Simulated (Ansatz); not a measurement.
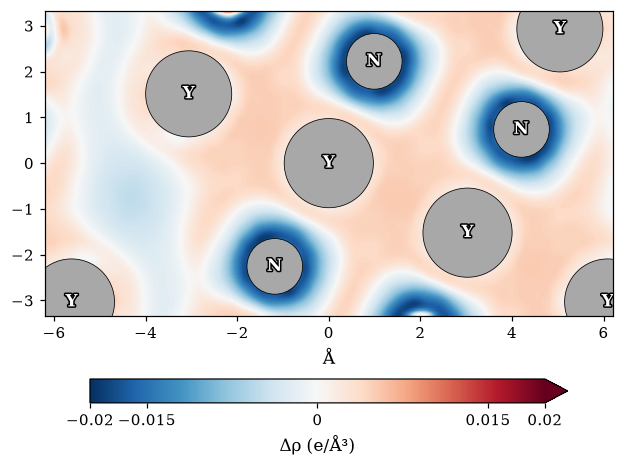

Y4N3. Difference of the valence pseudo-densities of two functionals at the same geometry, on the (101̄) plane of the calculation cell: one of PBE and r2SCAN less the other.

Both computed with Ansatz (plane waves, PAW), on the same k-point mesh. Grey discs cover the atomic cores.

Which was subtracted from which, and what does the map show?

It is PBE less r2SCAN. Against r2SCAN, PBE gives less density around N (−0.016 e/Å³ on average at 0.8 Å from the nucleus).
